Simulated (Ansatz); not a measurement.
# Polarity and tunnelling in MgB2/SiC/Mg, part 3 of 6

Wanted: the change of resistance of MgB2/SiC/Mg with the barrier's polarity. The lower electrode is MgB2 AlB2(0001), the upper one Mg hcp(0001); the barrier is SiC wurtzite(0001) (whole bilayers). In the first transport cell, after relaxation, the nearest pair of electrode and barrier is B–Si at 2.77 Å, along the normal, too long for a bond, at the lower face and Mg–Si at 2.92 Å, at a slant, at the upper one. A gap without bonds adds to the barrier. All share a net of side 3.07 Å, which strains the lower electrode by +0.0 %, the upper one by -3.8 % and the barrier by -0.7 %, against typed lattice constants near PBE's. The first steps treat the bulk electrodes alone.

Ansatz 0.2.0; PBE DFT, plane waves, PAW files (the session's first sound run).

So far. Step 4 (Relaxation, box 40.5 Å, polarity C face on the lower …): The largest force component on a free atom ends at 0.023 eV/Å. At one or more of this run's solves the program warned of density in the dipole ramp over its bound, where dipole, forces and levels can be off.

### Step 5. Transmission over a wide range of energy, polarity C face on the lower electrode, gap between the electrodes 12.75 Å

This step: PBE DFT, plane waves, PAW files; ballistic transmission by layer matching between semi-infinite leads (Ansatz 0.2.0).

System of this step: MgB2/SiC/Mg. The cell holds 36 atoms: 12 B, 16 Mg, 4 C and 4 Si. Its edges and angles: a = 3.070 Å, b = 3.070 Å, c = 70.615 Å, α = 90.0°, β = 90.0°, γ = 120.0°. Regions: left electrode, 17 atoms (12 B and 5 Mg); barrier, 8 atoms (4 C and 4 Si); right electrode, 11 atoms (11 Mg). Vacuum lies along c.

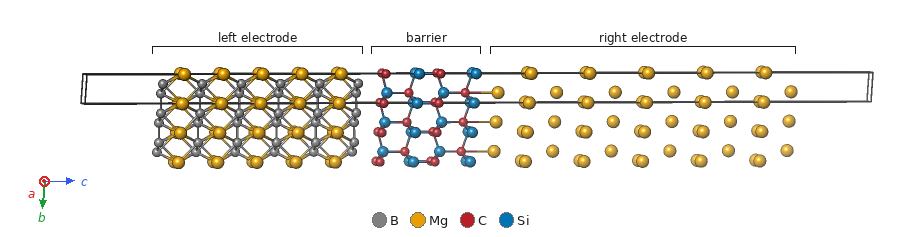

The cell of this step (boron grey, magnesium orange, carbon red, silicon blue). Bonds to atoms that aren't drawn are left out. 1×3×1 cells are drawn. Some periodic images of atoms are drawn too.

The relaxed core is set between ideal electrode layers (this cell holds 8 atomic planes between the electrodes; where that differs from the relaxed slab, whole periods were copied in or cut out without a new relaxation), which the solver continues as semi-infinite leads. A wide energy window on a coarse mesh (12×12) shows where the Fermi level lies against the barrier's bands; the projected density of states shows how far the metals' states reach in.

input.yaml reads:

```yaml
crystal:
  lattice:
    - [3.07, 0.0, 0.0]
    - [-1.535, 2.6586979896, 0.0]
    - [0.0, 0.0, 70.6151708139]
  atoms:
    - { symbol: B, position: [0.33333333, 0.66666667, 0.0991288404] }
    - { symbol: B, position: [0.66666667, 0.33333333, 0.0991288404] }
    - { symbol: Mg, position: [0.0, 0.0, 0.1240677003] }
    - { symbol: B, position: [0.33333333, 0.66666667, 0.1490065602] }
    - { symbol: B, position: [0.66666667, 0.33333333, 0.1490065602] }
    - { symbol: Mg, position: [0.0, 0.0, 0.17394542] }
    - { symbol: B, position: [0.33333333, 0.66666667, 0.1988842799] }
    - { symbol: B, position: [0.66666667, 0.33333333, 0.1988842799] }
    - { symbol: Mg, position: [0.0, 0.0, 0.2238231397] }
    - { symbol: B, position: [0.33333333, 0.66666667, 0.2487619996] }
    - { symbol: B, position: [0.66666667, 0.33333333, 0.2487619996] }
    - { symbol: Mg, position: [0.0, 0.0, 0.2737008595] }
    - { symbol: B, position: [0.33333333, 0.66666667, 0.2986397193] }
    - { symbol: B, position: [0.66666667, 0.33333333, 0.2986397193] }
    - { symbol: Mg, position: [0.0, 0.0, 0.3235785792] }
    - { symbol: B, position: [0.33333333, 0.66666667, 0.347443111] }
    - { symbol: B, position: [0.66666667, 0.33333333, 0.3475733238] }
    - { symbol: C, position: [0.0, 0.0, 0.3803856363] }
    - { symbol: Si, position: [0.33333333, 0.66666667, 0.3866556294] }
    - { symbol: C, position: [0.33333333, 0.66666667, 0.414524249] }
    - { symbol: Si, position: [0.0, 0.0, 0.4229020753] }
    - { symbol: C, position: [0.0, 0.0, 0.4503203588] }
    - { symbol: Si, position: [0.33333333, 0.66666667, 0.4589044264] }
    - { symbol: C, position: [0.33333333, 0.66666667, 0.4863114185] }
    - { symbol: Si, position: [0.0, 0.0, 0.4953056043] }
    - { symbol: Mg, position: [0.33333333, 0.66666667, 0.5281017662] }
    - { symbol: Mg, position: [0.0, 0.0, 0.5653625293] }
    - { symbol: Mg, position: [0.33333333, 0.66666667, 0.602641266] }
    - { symbol: Mg, position: [0.0, 0.0, 0.6399200027] }
    - { symbol: Mg, position: [0.33333333, 0.66666667, 0.6771987394] }
    - { symbol: Mg, position: [0.0, 0.0, 0.7144774761] }
    - { symbol: Mg, position: [0.33333333, 0.66666667, 0.7517562128] }
    - { symbol: Mg, position: [0.0, 0.0, 0.7890349495] }
    - { symbol: Mg, position: [0.33333333, 0.66666667, 0.8263136862] }
    - { symbol: Mg, position: [0.0, 0.0, 0.8635924229] }
    - { symbol: Mg, position: [0.33333333, 0.66666667, 0.9008711596] }
kpoints:
  mp_grid: { grid: [12, 12, 1] }
scf:
  occupations: { method: fermi_dirac, width: 0.1 }
  max_iter: 150
hamiltonian:
  xc: pbe
output:
  transmission:
    kmesh: [12, 12]
    e_range: [-4, 2]
    de: 0.1
    leads: [[6, 9], [30, 32]]
  dos: { projected: true, e_range: [-6, 5], de: 0.05 }
  write_potential: true
  write_density: true
  volumetric_format: npy
  elf: true
```

On the command line:

```bash
ansatz run input.yaml --threads 4 --pin off --max-ram 10240MiB --backend cpu --events-out ev --progress --plain --runs-dir out
```

Numbers of over 12 decimals in the logs are rounded to 6 here.

What it wrote:

```text
[...]
Crystal: 36 atoms, lattice volume = 576.375 Å³
Basis set: ecut = 420 eV, 11179 PW (Γ)
Bands: 150, of which v1, the nominal top of the filled ones, is band 114 counted from 1 (113 counted from 0)
Symmetry: 6 space group operations
[...]
k-points: 19 of 144 (time reversal used)
[...]
SCF iter   1: F=—  HF=-36198.187882 eV  |F-HF|=—  |Δ(HF+E_count)|=         —  Δρ=1.18e-2  dr2=4.55e2  ethr=1.77e-3  ⟨swp⟩=10.3  Hψ=15829  notcnv=0  defer=220
[...]
SCF iter  10: F=-36196.890485 eV  HF=-36196.890485 eV  |F-HF|=3.64e-9  |Δ(HF+E_count)|=   4.53e-9  Δρ=4.87e-7  dr2=5.71e-9  ethr=4.39e-11  ⟨swp⟩=18.8  Hψ=12819  notcnv=0
SCF 1 converged in 10 iterations: F = -36196.890485 eV  dr2 = 5.71e-9
[...]
transmission: 120 of 1178 steps passed
transmission: 238 of 1178 steps passed
[...]
transmission: 1178 of 1178 steps passed
WARN: The output density's exchange-correlation potential varies sharply where the density is thin. Do not read a vacuum level from v_tot or v_xc, or from such a field of the output density. On a cell that repeats whose density bears no net charge and no dipole along the vacuum's axis use v_es (v_loc + v_h of the components); under efield.dipole_correction with no amplitude use v_es + v_field, which holds any externa [...]
SCF converged after 10 iterations
Free energy (F): -36196.890485 eV
[...]
Internal energy: -36196.557526 eV  (E = F + TS)
E sigma→0 (E₀):  -36196.724006 eV
Entropy (-TS):   -0.332958 eV (-9.249 meV/atom)
Fermi energy:    5.784324 eV
[...]
--- Band table (eV; the first three rows and the last of 19) ---
  k-point 0: bands = [... 110 lower, 6.3686, 6.3686, 6.5061, 6.5061, 6.5892, 6.5892, 6.9066, 7.0916, ... 32 higher]
  k-point 1: bands = [... 110 lower, 6.0188, 6.0617, 6.0775, 6.2118, 6.2622, 6.3331, 6.5571, 6.8293, ... 32 higher]
  k-point 2: bands = [... 110 lower, 5.3250, 5.4367, 5.5155, 5.5630, 5.7634, 6.2382, 6.2666, 6.4276, ... 32 higher]
  k-point 18: bands = [... 110 lower, 5.5718, 5.6167, 5.7123, 5.7503, 5.7923, 5.8897, 6.0059, 6.0485, ... 32 higher]
--- Transmission ---
  basis      : 73 plane waves across, 62 finite elements along
  points     : 19, standing for a mesh of 12 x 12
  energies   : 61 from -4.000000 to 2.000000 eV about the Fermi level, 0.100000 eV apart; the leads are filled to 0.000000 eV, and channels, transmission and decay are at 0.000000 eV
  crystal 0  : Mg1B2, at the sites [6, 9], period 3.5221 Å, over 17.61 Å; its Hamiltonian steps by up to 89.5 meV: too much for a lead, lay more layers or, if its atoms are ordered, name the step of that order
    offset         : up to 0.0000 Å between an atom of the period and one for which it stands
    channels       : 8.194444e-1 a spin
    conductance    : none, the energies end too early or step too widely for 300 K: set another output.transmission.e_range or a lower de, or, where they end at an eighth of basis.ecutwfc, a higher one
    slowest decay  : 0.1517 /Å at (0.3333, 0.0833)
  crystal 1  : Mg2, at the sites [30, 32], period 5.2649 Å, over 28.96 Å; its Hamiltonian steps by up to 14.9 meV
[...]
channels       : 1.048611e0 a spin
[...]
slowest decay  : 0.0147 /Å at (0.2500, 0.0833)
  junction   : crystal 0 to crystal 1, 15.50 to 45.81 Å
    transmission   : 8.615593e-3 a spin
[...]
```

Run time: 1.8 min. Hardware: 4 threads of Arm Neoverse V2, shared host; peak memory 3 GiB.

Reading the cycles: dr2 is the Hartree energy of the density residual (eV), the measure of convergence; HF is the Harris–Foulkes estimate of the energy, which meets the free energy F at convergence.

This step gave:

```
free energy                                         : -36196.8905 eV
Fermi energy                                        : 5.784 eV
level to which the leads are filled                 : 0 eV from the Fermi level
transmission at the Fermi level (a spin, zone mean) : 0.008616
channels of the lower lead                          : 0.8194
channels of the upper lead                          : 1.049
potential step in the lower lead                    : 89.5 meV
potential step in the upper lead                    : 14.9 meV
```

One spin. The transmission, zone mean by energy, zero at the Fermi level:

| energy (eV) | transmission, zone mean |
| --- | --- |
| -4.000 | 0.323 |
| -3.500 | 0.406 |
| -3.400 | 0.432 |
| -3.100 | 0.416 |
| -3.000 | 0.381 |
| -2.900 | 0.429 |
| -2.500 | 0.188 |
| -2.000 | 0.111 |
| -1.500 | 0.0558 |
| -1.200 | 0.101 |
| -1.000 | 0.0620 |
| -0.500 | 0.00642 |
| 0.000 | 0.00862 |
| 0.500 | 0.00850 |
| 1.000 | 0.0536 |
| 1.500 | 0.00919 |
| 2.000 | 0.00875 |

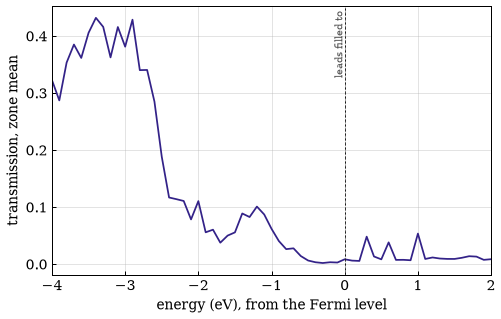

Transmission, zone mean against energy.

One spin. The open channels, zone mean by energy, zero at the Fermi level:

| energy (eV) | lower lead | upper lead |
| --- | --- | --- |
| -4.000 | 0.757 | 0.590 |
| -3.500 | 1.11 | 0.632 |
| -3.000 | 1.07 | 0.757 |
| -2.500 | 1.06 | 0.840 |
| -2.000 | 0.917 | 0.854 |
| -1.500 | 0.799 | 1.01 |
| -1.000 | 0.903 | 1.01 |
| -0.500 | 0.653 | 0.799 |
| 0.000 | 0.819 | 1.05 |
| 0.500 | 0.646 | 0.938 |
| 1.000 | 0.507 | 1.35 |
| 1.500 | 0.632 | 1.19 |
| 2.000 | 0.694 | 1.30 |

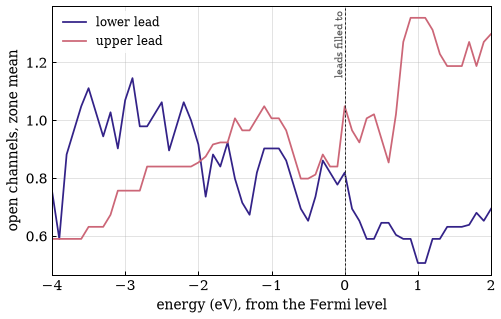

Open channels, zone mean against energy.

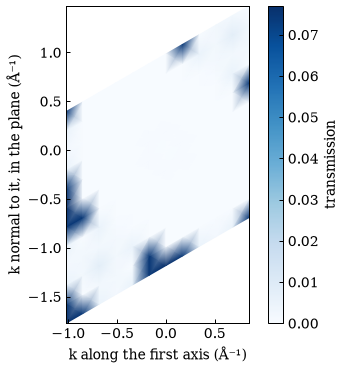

Transmission over k1 and k2. At 0.0000 eV from the Fermi level.

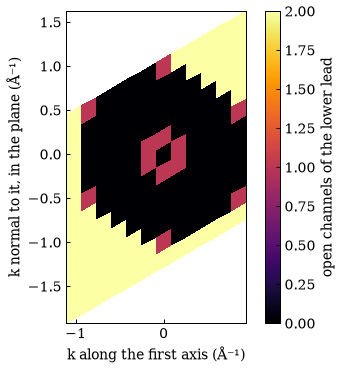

Open channels of the lower lead over k1 and k2. At 0.0000 eV from the Fermi level.

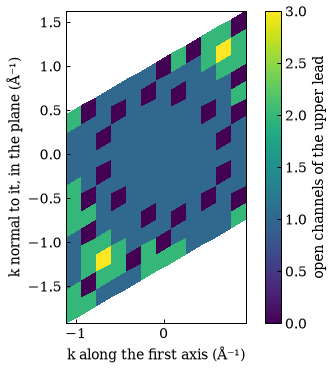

Open channels of the upper lead over k1 and k2. At 0.0000 eV from the Fermi level.

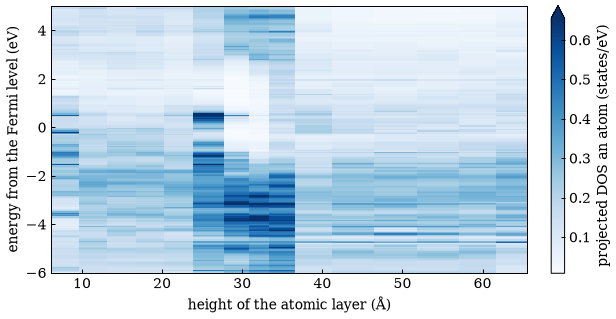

Projected DOS an atom over height of the atomic layer and energy from the Fermi level. Layers: B2 Mg B2 Mg B2 Mg B2 Mg B2 Mg B2 SiC C Si C Si C Si Mg Mg Mg Mg Mg Mg Mg Mg Mg Mg Mg; projections on atoms miss part of the total, and the computed bands can run out at the top of the range; a column is the mean of 2 neighbouring layers, the last of those left over.

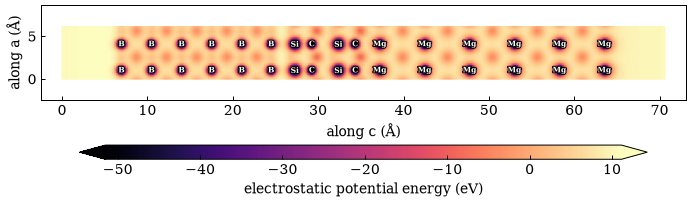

Electrostatic potential energy in the ca plane at fractional y = 0.667, with atoms of B and Si and C and Mg within 0.2 Å of it. With pseudopotentials it is smooth inside the atoms' cores, unlike the true potential.

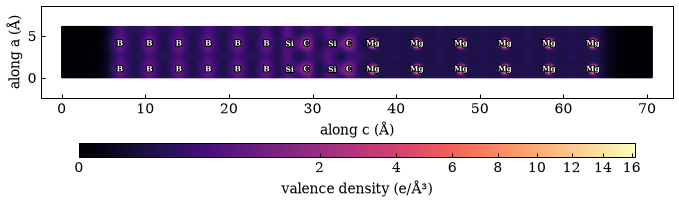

Valence density in the ca plane at fractional y = 0.667, with atoms of B and Si and C and Mg within 0.2 Å of it. It is the smooth field of the valence electrons, not physical close to the nuclei. The colour scale is stretched toward low values.

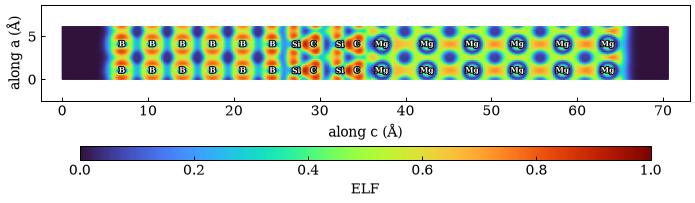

ELF in the ca plane at fractional y = 0.667, with atoms of B and Si and C and Mg within 0.2 Å of it. It is the smooth field of the valence electrons, not physical close to the nuclei.

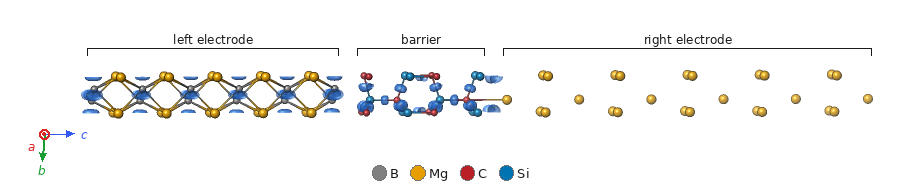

Surface of ELF = 0.85. Bonds to atoms that aren't drawn are left out.

At the Fermi level the transmission is 0.0086, as a zone mean for one spin on this coarse mesh. At the Fermi level the layers of this cell's barrier hold from 0.013 to 0.18 states an eV and atom. In the worse lead the potential repeats within 90 meV, which the program flags as too much for a lead, so G carries that doubt.

### Step 6. Conductance on a fine mesh, polarity C face on the lower electrode, gap between the electrodes 12.75 Å

The conductance needs T(E) within ten thermal energies of the Fermi level, on steps under 1.5 kT, and a finer mesh (30×30), since the current can rest on few wavevectors.

input.yaml: that of step 5 with these lines changed.

```diff
@@ -51,10 +51,5 @@
   transmission:
-    kmesh: [12, 12]
-    e_range: [-4, 2]
-    de: 0.1
+    kmesh: [30, 30]
+    e_range: [-0.26, 0.27]
+    de: 0.0375
     leads: [[6, 9], [30, 32]]
-  dos: { projected: true, e_range: [-6, 5], de: 0.05 }
-  write_potential: true
-  write_density: true
-  volumetric_format: npy
-  elf: true
```

What it wrote:

```text
[...]
Crystal: 36 atoms, lattice volume = 576.375 Å³
Basis set: ecut = 420 eV, 11179 PW (Γ)
Bands: 150, of which v1, the nominal top of the filled ones, is band 114 counted from 1 (113 counted from 0)
Symmetry: 6 space group operations
[...]
k-points: 19 of 144 (time reversal used)
[...]
SCF iter   1: F=—  HF=-36198.187882 eV  |F-HF|=—  |Δ(HF+E_count)|=         —  Δρ=1.18e-2  dr2=4.55e2  ethr=1.77e-3  ⟨swp⟩=10.3  Hψ=15829  notcnv=0  defer=220
[...]
SCF iter  10: F=-36196.890485 eV  HF=-36196.890485 eV  |F-HF|=3.64e-9  |Δ(HF+E_count)|=   4.53e-9  Δρ=4.87e-7  dr2=5.71e-9  ethr=4.39e-11  ⟨swp⟩=18.8  Hψ=12819  notcnv=0
SCF 1 converged in 10 iterations: F = -36196.890485 eV  dr2 = 5.71e-9
[...]
transmission: 489 of 4823 steps passed
transmission: 966 of 4823 steps passed
[...]
transmission: 4823 of 4823 steps passed
SCF converged after 10 iterations
Free energy (F): -36196.890485 eV
[...]
Internal energy: -36196.557526 eV  (E = F + TS)
E sigma→0 (E₀):  -36196.724006 eV
Entropy (-TS):   -0.332958 eV (-9.249 meV/atom)
Fermi energy:    5.784324 eV
[...]
--- Band table (eV; the first three rows and the last of 19) ---
  k-point 0: bands = [... 110 lower, 6.3686, 6.3686, 6.5061, 6.5061, 6.5892, 6.5892, 6.9066, 7.0916, ... 32 higher]
  k-point 1: bands = [... 110 lower, 6.0188, 6.0617, 6.0775, 6.2118, 6.2622, 6.3331, 6.5571, 6.8293, ... 32 higher]
  k-point 2: bands = [... 110 lower, 5.3250, 5.4367, 5.5155, 5.5630, 5.7634, 6.2382, 6.2666, 6.4276, ... 32 higher]
  k-point 18: bands = [... 110 lower, 5.5718, 5.6167, 5.7123, 5.7503, 5.7923, 5.8897, 6.0059, 6.0485, ... 32 higher]
--- Transmission ---
  basis      : 73 plane waves across, 53 finite elements along
  points     : 91, standing for a mesh of 30 x 30
  filling    : by the input's occupations and mesh, since the crystals that have channels conduct as metals do. If one of these is a semiconductor, that mesh has misplaced its level
[...]
filled         : 22.5 meV under the level at which it is neutral
    channels       : 7.644444e-1 a spin
    conductance    : 7.1441e14 S/m² at 300 K; may be off by some 0.0 % by where its bands' edges are placed, 5.1 % from the k-mesh, 0.0 % from the distance to neutral
    slowest decay  : 0.1059 /Å at (0.3000, 0.1667)
[...]
filled         : 26.0 meV under the level at which it is neutral
    channels       : 8.544444e-1 a spin
[...]
slowest decay  : 0.0069 /Å at (0.2333, 0.1000)
  junction   : crystal 0 to crystal 1, 15.50 to 45.81 Å
    transmission   : 6.116780e-3 a spin
    conductance    : 5.8277e12 S/m² at 300 K (4.7587e12 on every other point, 5.8681e12 on every other energy)
    error estimate : 0.7 % from the energy spacing and 0.1 % from band edges of the leads and from resonances (wavevectors taken as independent; lower de), 20.7 % from the k-mesh, 61.7 % from the steps of its leads' Hamiltonians or their offsets (lay more layers), 1.2 % from the distance to neutral
    resistance     : 1.7029e-1 Ω µm² beyond half of each lead's own
```

Elapsed: 2 min, on 4 threads; peak memory 2.5 GiB.

This step gave:

```
transmission at the Fermi level (a spin, zone mean) : 0.006117
channels of the lower lead                          : 0.7644
channels of the upper lead                          : 0.8544
ballistic conductance of the lower lead             : 7.14e14 S/m²
ballistic conductance of the upper lead             : 8.31e14 S/m²
junction conductance                                : 5.83e12 S/m²
error estimates by source, in the log's order       : 0.7, 0.1, 20.7, 61.7, 1.2 %
resistance-area product beyond the leads            : 0.1703 Ω um²
```

One spin. Table of transmission, zone mean by energy, zero at the Fermi level:

| energy (eV) | transmission, zone mean |
| --- | --- |
| -0.260 | 0.00213 |
| -0.223 | 0.00474 |
| -0.185 | 0.00457 |
| -0.147 | 0.00359 |
| -0.110 | 0.00641 |
| -0.072 | 0.00552 |
| -0.035 | 0.00614 |
| 0.003 | 0.00612 |
| 0.040 | 0.00540 |
| 0.077 | 0.00688 |
| 0.115 | 0.00883 |
| 0.152 | 0.0111 |
| 0.190 | 0.0185 |
| 0.228 | 0.0209 |
| 0.265 | 0.0208 |

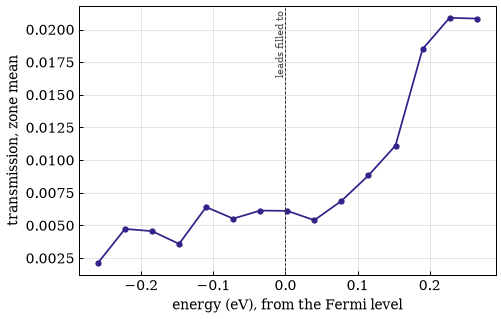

Transmission, zone mean against energy.

One spin. Open channels, zone mean against energy, zero at the Fermi level:

| energy (eV) | lower lead | upper lead |
| --- | --- | --- |
| -0.260 | 0.764 | 0.768 |
| -0.223 | 0.771 | 0.821 |
| -0.185 | 0.758 | 0.834 |
| -0.147 | 0.778 | 0.808 |
| -0.110 | 0.758 | 0.888 |
| -0.072 | 0.731 | 0.888 |
| -0.035 | 0.731 | 0.908 |
| 0.003 | 0.764 | 0.854 |
| 0.040 | 0.758 | 0.861 |
| 0.077 | 0.731 | 0.881 |
| 0.115 | 0.731 | 0.881 |
| 0.152 | 0.711 | 0.901 |
| 0.190 | 0.684 | 0.928 |
| 0.228 | 0.648 | 0.901 |
| 0.265 | 0.654 | 0.914 |

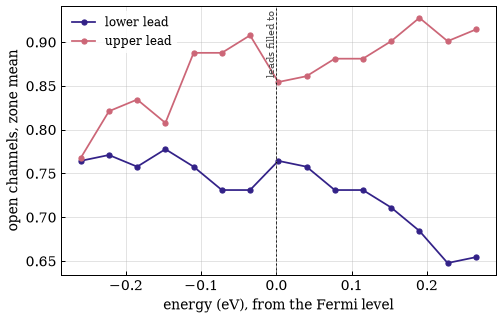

Open channels, zone mean, plotted against energy.

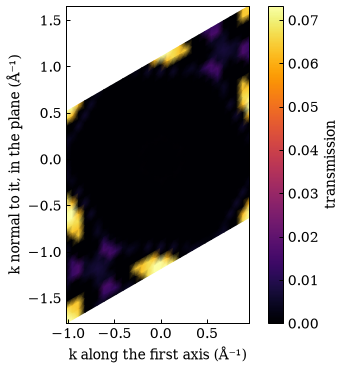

Transmission over k1 and k2. At 0.0025 eV from the Fermi level.

G = 5.8e12 S/m² (1/G = 0.172 Ω µm²). The largest error estimate is 62 %, from the leads' potential steps. In the worse lead the potential repeats within 90 meV, which the program flags as too much for a lead, so G carries that doubt. By hand, Landauer's formula with T at one energy: G = (e²/h) ΣT / A = 3.874e-5 S × 0.0122 / 8.162 Å² = 5.8e12 S/m², with T summed over both spins. The printed value averages T over the Fermi window and is 1.0 times this.

(Part 3 of 6 ends here.)

[Logs are printed without paths, hosts, clocks, repeated set-up lines and the standing remarks that a program may print on its own settings, such as how far it seeks lower states.]

[Hosts, paths, dates, database ids (printed as entryN), source tags and the programs' standing remarks are cut or masked in the printed files.]
